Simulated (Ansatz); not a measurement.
## Two runs on WS2

System: WS2 (P6₃/mmc, 6 atoms in the cell).
Method of the first run: DFT PBEsol+U, scalar-relativistic, plane waves, PAW, Ueff = 8 eV on W atom 1 d; Ueff = 8 eV on W atom 2 d, spin-polarised (Ansatz 0.2.0).

The structure derives from an entry of the Crystallography Open Database. Text and figures count atoms from 1; the logs count them from 0 in places.

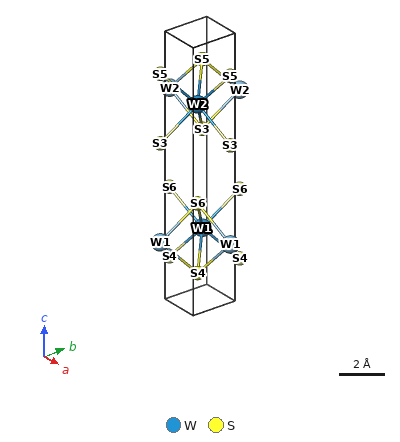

Fig. 1: The structure (ball-and-stick view of the cell of the calculation, seen slightly off an axis; neighbours outside the cell are drawn fainter; atoms are numbered from 1 in the order of the input). Near neighbours in the crystal (not all of them lie inside the picture): W has 6 S at 2.45 Å; S has 3 W at 2.45 Å.

The input, the first run:
```yaml
crystal:
  lattice:
    - [3.17999949, 0.0, 0.0]
    - [-1.58999974, 2.75396034, 0.0]
    - [0.0, 0.0, 12.49999932]
  atoms:
    - { symbol: W, position: [0.3333333333, 0.6666666667, 0.25], spin: 2.0 }
    - { symbol: W, position: [0.6666666667, 0.3333333333, 0.75], spin: -0.8 }
    - { symbol: S, position: [0.3333333333, 0.6666666667, 0.62] }
    - { symbol: S, position: [0.6666666667, 0.3333333333, 0.12] }
    - { symbol: S, position: [0.3333333333, 0.6666666667, 0.88] }
    - { symbol: S, position: [0.6666666667, 0.3333333333, 0.38] }
basis:
  ecutwfc: 420
  ecutrho_ratio: 4
kpoints:
  mp_grid: { grid: [7, 7, 2] }
hamiltonian:
  xc: pbesol
  hubbard:
    sites: [{ site: 0, l: d, u_eff: 8.0 }, { site: 1, l: d, u_eff: 8.0 }]
scf:
  occupations: { method: gaussian, width: 0.05 }
  lower_state_search: "off"
  max_iter: 150
output:
  forces: true
  stress: true
  eigenvalues: true
  populations: true
  hubbard: { sites: [{ site: 0, l: d }, { site: 1, l: d }] }
magnetization:
  spin_polarized: true
  spin_locking: { lock_spins: true, n_iters: 12 }
```

Launched with:
```bash
ansatz run input.yaml --threads 4 --pin off --max-ram 6144MiB --backend cpu --events-out ev --progress --plain --runs-dir out
```

Hardware: 4 threads of Intel Xeon (Sapphire Rapids), 64 GiB of memory available, shared host.

Output, shortened to warnings, some set-up lines, iterations and results (the first run):
```
Warning: output.stress: scf.convergence.dr2_threshold = 1e-7 eV (the SCF's general default) is looser than the 6e-10 eV advised for a printed stress (1e-10 eV for each atom of the cell: 6). What an SCF threshold leaves in a stress goes as its square root, and in the free energy as the threshold itself, and one threshold admits the most on a small cell: of the crystals measured, under no hybrid …
Basis set: ecut = 420 eV, 2129 PW (Γ), exchange–correlation on 48×48×180 points (8 copies of the dense FFT grid, shifted against one another)
Symmetry: 12 space group operations
k-points: 16 of 98 (time reversal used)
Initial density: superposition of atomic densities (chi_scale 0.1, normalization cell)
[...]
SCF iter   1: F=—  HF=-24037.067659 eV  |F-HF|=—  |Δ(HF+E_count)|=         —  Δρ=3.71e-2 (↑2.96e-2 ↓3.71e-2)  dr2=3.32e0  dr2_m=5.21e-1  M=1.752 μB ∫|m|=3.597 μB  β_m=0.30  …
SCF iter   2: F=—  HF=-24037.027307 eV  |F-HF|=—  |Δ(HF+E_count)|=   4.04e-2  Δρ=2.53e-2 (↑2.06e-2 ↓2.53e-2)  dr2=1.09e0  dr2_m=2.94e-1  M=1.905 μB ∫|m|=3.992 μB  β_m=0.60  …
SCF iter   3: F=—  HF=-24037.764821 eV  |F-HF|=—  |Δ(HF+E_count)|=   7.38e-1  Δρ=7.99e-3 (↑7.74e-3 ↓7.99e-3)  dr2=4.76e-1  dr2_m=3.10e-2  M=2.000 μB ∫|m|=4.577 μB  β_m=0.80  …
SCF iter   4: F=—  HF=-24037.792734 eV  |F-HF|=—  |Δ(HF+E_count)|=   2.79e-2  Δρ=3.20e-3 (↑3.20e-3 ↓2.67e-3)  dr2=5.57e-2  dr2_m=3.31e-3  M=2.000 μB ∫|m|=4.617 μB  β_m=0.83  …
SCF iter   5: F=—  HF=-24037.789406 eV  |F-HF|=—  |Δ(HF+E_count)|=   3.33e-3  Δρ=1.68e-3 (↑1.68e-3 ↓1.11e-3)  dr2=1.55e-2  dr2_m=3.74e-4  M=2.000 μB ∫|m|=4.627 μB  β_m=0.91  …
[... 20 lines ...]
SCF iter  26: F=—  HF=-24038.011734 eV  |F-HF|=—  |Δ(HF+E_count)|=   8.23e-6  Δρ=4.35e-5 (↑2.80e-5 ↓4.35e-5)  dr2=3.99e-5  dr2_m=6.30e-7  M=2.020 μB ∫|m|=3.913 μB  β_m=1.00  …
SCF iter  27: F=—  HF=-24038.011734 eV  |F-HF|=—  |Δ(HF+E_count)|=   5.80e-7  Δρ=2.36e-5 (↑1.82e-5 ↓2.36e-5)  dr2=1.24e-5  dr2_m=1.97e-7  M=2.020 μB ∫|m|=3.915 μB  β_m=1.00  …
SCF iter  28: F=—  HF=-24038.011733 eV  |F-HF|=—  |Δ(HF+E_count)|=   9.23e-7  Δρ=1.02e-5 (↑8.00e-6 ↓1.02e-5)  dr2=1.70e-6  dr2_m=3.85e-8  M=2.020 μB ∫|m|=3.913 μB  β_m=1.00  …
SCF iter  29: F=-24038.011733 eV  HF=-24038.011733 eV  |F-HF|=7.83e-9  |Δ(HF+E_count)|=   8.08e-8  Δρ=2.94e-6 (↑2.27e-6 ↓2.94e-6)  dr2=1.98e-8  dr2_m=4.41e-9  M=2.020 μB …
SCF 1 converged in 29 iterations: F = -24038.011733 eV  dr2 = 1.98e-8
SCF converged after 29 iterations
Magnetization: 2.0204 μB (27.0102 up, 24.9898 down)
Absolute magnetization: 3.9343 μB (∫|ρ↑−ρ↓|, with the PAW one-centre terms)
Spin contamination: 0.7285 ħ² per cell (⟨S²⟩ above its minimum at these occupations)
Per-site moments (μB) at R_I (Å): [(1.7152397603541578, 1.011375944842273), (-0.0934188711737392, 1.011375944842273), (0.07442237438381238, 1.011375944842273), (-0.23267486258394812, 1.011375944842273), (0.07442237438381209, 1.011375944842273), (-0.23267486258394846, 1.011375944842273)]
--- Magnetisation constraints (ε_frz = 1.0e-4 eV) ---
  site  kind      target   achieved (μB)  |Δ|max (μB)  g (eV/μB)  λ_eff  esc  ok  flags
  0     per_site  +2.0000  +1.7152        2.85e-1      -0.00e0    0.000  0    —   released
  1     per_site  -0.8000  -0.0934        7.07e-1      +0.00e0    0.000  0    —   released
Free energy (F): -24038.011733 eV
Harris-Foulkes:  -24038.011733 eV  (|F-HF|=7.83e-9)
Internal energy: -24038.010732 eV  (E = F + TS)
E sigma→0 (E₀):  -24038.011233 eV
Entropy (-TS):   -0.001001 eV (-0.167 meV/atom)
Fermi energy:    11.097448 eV
--- Per-component energies (eV) ---
  E_band       = -396.220095
  E_kinetic    = 1334.487764
  E_local      = -3474.848738  (includes V_loc(G=0)·N_el)
  E_nonlocal   = 124.401205
  E_hartree    = 1365.745772
  E_xc         = -916.016883
  E_vxc        = -828.154379  (∫ρ·V_xc dr)
  E_hubbard    = 15.265703  (on-site DFT+U / exact-exchange correction)
  E_vhub       = -7.508258  (the Hubbard potential's part of the band-sum identity)
  E_paw        = -19210.191802  (= ΣΔE_a)
  E_vpaw       = -276.086766  (= ΣTr[D̂ρ^β])
  E_aug_tail   = -0.000116  (compensation charges beyond the density's cutoff)
  E_ewald      = -3277.545019
  E_core_change = 0.691382  (= ΣΔE_core)
  E_smearing   = -0.001001  (= −TS)
  E_closure    = -0.000000  (closes the sum)
  Σ components = -24038.011733   (vs F -24038.011733, Δ=0.00e0)
--- Forces (eV/Å), atoms counted from 1 ---
  atom   1  W     -0.00000000    -0.00000000     0.00000000
  atom   2  W     -0.00000000     0.00000000     0.00000000
  atom   3  S      0.00000000     0.00000000     1.13451627
  atom   4  S      0.00000000    -0.00000000    -0.07382719
  atom   5  S      0.00000000     0.00000000    -1.13451627
  atom   6  S      0.00000000    -0.00000000     0.07382719
  max |Σ_I F_I| component: 6.71e-17 eV/Å
--- Stress (GPa, compression-positive) ---
       10.930622      -0.000000       0.000000
       -0.000000      10.930622       0.000000
        0.000000       0.000000      -4.264289
  P = ⅓ Tr σ = 5.8657 GPa (58.657 kbar)
Occupation matrices written to [file]
--- Löwdin populations: 6 sites ---
  site symbol       q [e]    m [muB]
     0      W     13.3209     2.6594
[...]
```

For the second run the input was changed thus:
```diff
-    - { symbol: W, position: [0.6666666667, 0.3333333333, 0.75], spin: -0.8 }
+    - { symbol: W, position: [0.6666666667, 0.3333333333, 0.75], spin: -1.0 }
-  spin_locking: { lock_spins: true, n_iters: 12 }
+  spin_locking: { lock_spins: true }
```

How does the second run compare with the first run?

The total moment is fixed by the input in the first run and the second run, so the state need not be the lowest. With the same functional and potentials, the second run lies 102.4 meV per atom higher. The net moment of the cell goes from 2.02 to 1.73 μB. The pressure goes from 5.87 to 10.07 GPa. The largest force goes from 1.135 to 0.531 eV/Å.

Output, shortened to warnings, some set-up lines, iterations and results (the second run):
```
Warning: output.stress: scf.convergence.dr2_threshold = 1e-7 eV (the SCF's general default) is looser than the 6e-10 eV advised for a printed stress (1e-10 eV for each atom of the cell: 6). What an SCF threshold leaves in a stress goes as its square root, and in the free energy as the threshold itself, and one threshold admits the most on a small cell: of the crystals measured, under no hybrid …
Warning: output.stress: the lock of the moments that magnetization.spin_locking holds to the close lets an SCF meet its threshold on dr2 anywhere within the lock's freeze window, and the stress can move with the moments there: no threshold on dr2 bounds that. The window is the square root of the freeze energy over magnetization.spin_locking.lambda. Set magnetization.spin_locking.freeze_energy_tol …
Basis set: ecut = 420 eV, 2129 PW (Γ), exchange–correlation on 48×48×180 points (8 copies of the dense FFT grid, shifted against one another)
Symmetry: 12 space group operations
k-points: 16 of 98 (time reversal used)
Initial density: superposition of atomic densities (chi_scale 0.1, normalization cell)
[...]
SCF iter   1: F=-24035.143868 eV  HF=-24036.901387 eV  |F-HF|=1.76e0  |Δ(HF+E_count)|=         —  Δρ=3.80e-2 (↑3.00e-2 ↓3.80e-2)  dr2=3.51e0  dr2_m=5.69e-1  M=1.727 μB …
SCF iter   2: F=-24037.048049 eV  HF=-24036.881218 eV  |F-HF|=1.67e-1  |Δ(HF+E_count)|=   2.02e-2  Δρ=2.58e-2 (↑2.12e-2 ↓2.58e-2)  dr2=1.08e0  dr2_m=3.23e-1  M=1.879 μB …
SCF iter   3: F=-24037.426089 eV  HF=-24037.663736 eV  |F-HF|=2.38e-1  |Δ(HF+E_count)|=   7.83e-1  Δρ=9.15e-3 (↑8.83e-3 ↓9.15e-3)  dr2=5.35e-1  dr2_m=4.48e-2  M=1.972 μB …
SCF iter   4: F=-24037.661490 eV  HF=-24037.676422 eV  |F-HF|=1.49e-2  |Δ(HF+E_count)|=   1.27e-2  Δρ=3.57e-3 (↑3.32e-3 ↓3.57e-3)  dr2=5.72e-2  dr2_m=5.38e-3  M=2.000 μB …
SCF iter   5: F=-24037.697181 eV  HF=-24037.702348 eV  |F-HF|=5.17e-3  |Δ(HF+E_count)|=   2.59e-2  Δρ=1.84e-3 (↑1.84e-3 ↓9.70e-4)  dr2=1.66e-2  dr2_m=6.00e-4  M=2.000 μB …
[... 32 lines ...]
SCF iter  38: F=-24037.397148 eV  HF=-24037.397147 eV  |F-HF|=2.05e-7  |Δ(HF+E_count)|=   6.40e-4  Δρ=9.55e-6 (↑5.94e-6 ↓9.55e-6)  dr2=8.16e-8  dr2_m=4.55e-8  M=1.734 μB …
SCF iter  39: F=-24037.397183 eV  HF=-24037.397183 eV  |F-HF|=5.65e-8  |Δ(HF+E_count)|=   3.58e-5  Δρ=6.94e-6 (↑3.64e-6 ↓6.94e-6)  dr2=2.05e-7  dr2_m=2.20e-8  M=1.735 μB …
SCF iter  40: F=-24037.397243 eV  HF=-24037.397243 eV  |F-HF|=1.03e-8  |Δ(HF+E_count)|=   5.96e-5  Δρ=4.55e-6 (↑2.42e-6 ↓4.55e-6)  dr2=5.54e-8  dr2_m=1.05e-8  M=1.735 μB …
SCF iter  41: F=-24037.397226 eV  HF=-24037.397226 eV  |F-HF|=7.98e-9  |Δ(HF+E_count)|=   1.65e-5  Δρ=2.48e-6 (↑2.48e-6 ↓1.34e-6)  dr2=1.97e-8  dr2_m=2.80e-9  M=1.735 μB …
SCF 1 converged in 41 iterations: F = -24037.397226 eV  dr2 = 1.97e-8
this state was not tested for a lower state beside it, because a magnetisation constraint still acts at the end of the SCF (magnetization_constraint; see scf.lower_state_search)
SCF converged after 41 iterations
Magnetization: 1.7346 μB (26.8673 up, 25.1327 down)
Absolute magnetization: 6.2425 μB (∫|ρ↑−ρ↓|, with the PAW one-centre terms)
Spin contamination: 1.5676 ħ² per cell (⟨S²⟩ above its minimum at these occupations)
Per-site moments (μB) at R_I (Å): [(1.999915139499978, 1.011375944842273), (-0.9980040100953823, 1.011375944842273), (0.38835708803622565, 1.011375944842273), (-0.3585747130588153, 1.011375944842273), (0.3883570880362252, 1.011375944842273), (-0.3585747130588152, 1.011375944842273)]
--- Magnetisation constraints (ε_frz = 1.0e-4 eV) ---
  site  kind      target   achieved (μB)  |Δ|max (μB)  g (eV/μB)  λ_eff  esc  ok   flags
  0     per_site  +2.0000  +1.9999        8.49e-5      -7.68e-1   1.000  0    yes
  1     per_site  -1.0000  -0.9980        2.00e-3      +1.04e0    1.000  0    yes
Free energy (F): -24037.397226 eV
Harris-Foulkes:  -24037.397226 eV  (|F-HF|=7.98e-9)
Internal energy: -24037.395943 eV  (E = F + TS)
E sigma→0 (E₀):  -24037.396585 eV
Entropy (-TS):   -0.001284 eV (-0.214 meV/atom)
Fermi energy:    11.010030 eV
--- Per-component energies (eV) ---
  E_band       = -393.133770
  E_kinetic    = 1340.280528
  E_local      = -3486.167388  (includes V_loc(G=0)·N_el)
  E_nonlocal   = 126.937602
  E_hartree    = 1372.981135
  E_xc         = -917.017256
  E_vxc        = -829.451776  (∫ρ·V_xc dr)
  E_hubbard    = 13.927474  (on-site DFT+U / exact-exchange correction)
  E_vhub       = -10.475269  (the Hubbard potential's part of the band-sum identity)
  E_paw        = -19211.484218  (= ΣΔE_a)
  E_vpaw       = -277.640847  (= ΣTr[D̂ρ^β])
  E_aug_tail   = -0.000117  (compensation charges beyond the density's cutoff)
  E_constr_dc  = -2.573941  (∫m·b dr)
  E_ewald      = -3277.545019
  E_core_change = 0.691382  (= ΣΔE_core)
  E_smearing   = -0.001284  (= −TS)
  E_closure    = -0.000065  (closes the sum)
  E_penalty    = 0.002203  (constraint; not in F)
  Σ components = -24037.397226   (vs F -24037.397226, Δ=0.00e0)
--- Forces (eV/Å), atoms counted from 1 ---
  atom   1  W     -0.00000000    -0.00000000     0.00000000
  atom   2  W     -0.00000000     0.00000000     0.00000000
  atom   3  S      0.00000000     0.00000000     0.21900125
  atom   4  S      0.00000000    -0.00000000    -0.53067152
  atom   5  S      0.00000000    -0.00000000    -0.21900125
  atom   6  S      0.00000000    -0.00000000     0.53067152
  max |Σ_I F_I| component: 1.11e-16 eV/Å
--- Stress (GPa, compression-positive) ---
       14.091438      -0.000000       0.000000
[...]
```

The two runs side by side:

```tsv
quantity	the first run	the second run
outcome	converged	converged
free energy per atom (eV)	−4006.3353	−4006.2329
gap on the mesh (eV)	0.00	0.00
net moment of the cell (μB)	2.02	1.73
absolute moment of the cell (μB)	3.93	6.24
pressure (GPa)	5.87	10.07
largest force (eV/Å)	1.135	0.531
SCF iterations	29	–
irreducible k-points	16	16
plane waves at Γ	2129	2129
wall time (shared host)	10 s	11 s
```

For both runs: Spin–orbit coupling is left out, which matters for W. For the first run: Warnings: the SCF threshold is looser than advised for the printed stress. For the second run: Warnings: the state was not tested for a lower one; the SCF threshold is looser than advised for the printed stress.
